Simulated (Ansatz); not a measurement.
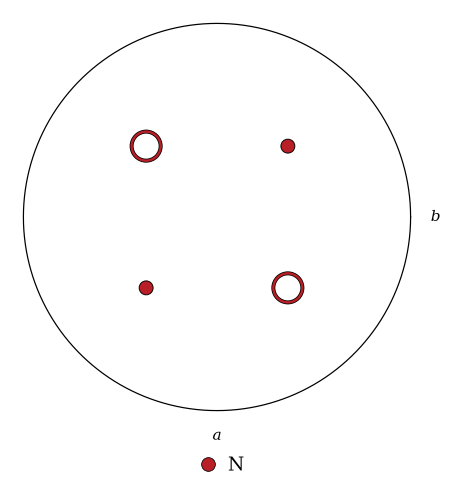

For AlN, the input geometry of an electronic-structure calculation (not necessarily at equilibrium): directions from one aluminium atom at (0, 0, 0) to its bonded neighbours, in stereographic projection down c (filled: above the plane of the page or in it, open: below). Geometry calculated from the standardised cell; symmetry tolerance 0.002 Å.

Neighbours are counted up to 2.34 Å for N.

```yaml
crystal:
  lattice:
    - [4.36975, 0.00000, 0.00000]
    - [0.00000, 4.36975, 0.00000]
    - [0.00000, 0.00000, 4.36975]
  atoms:
    - { symbol: Al, position: [0.00000, 0.00000, 0.00000] }
    - { symbol: N, position: [0.25000, 0.25000, 0.75000] }
    - { symbol: Al, position: [0.00000, 0.50000, 0.50000] }
    - { symbol: N, position: [0.25000, 0.75000, 0.25000] }
    - { symbol: Al, position: [0.50000, 0.00000, 0.50000] }
    - { symbol: N, position: [0.75000, 0.25000, 0.25000] }
    - { symbol: Al, position: [0.50000, 0.50000, 0.00000] }
    - { symbol: N, position: [0.75000, 0.75000, 0.75000] }
```

**How many neighbours are there, and at what angles?**

4: 4 N at 1.89 Å. Angles between bonds: 109° (6×).

**What is the site's symmetry in the crystal?**

Point group -43m (Td), order 24: three −4 axes, four threefold axes, six mirror planes. In F-43m, No. 216 this is Wyckoff position 4a.
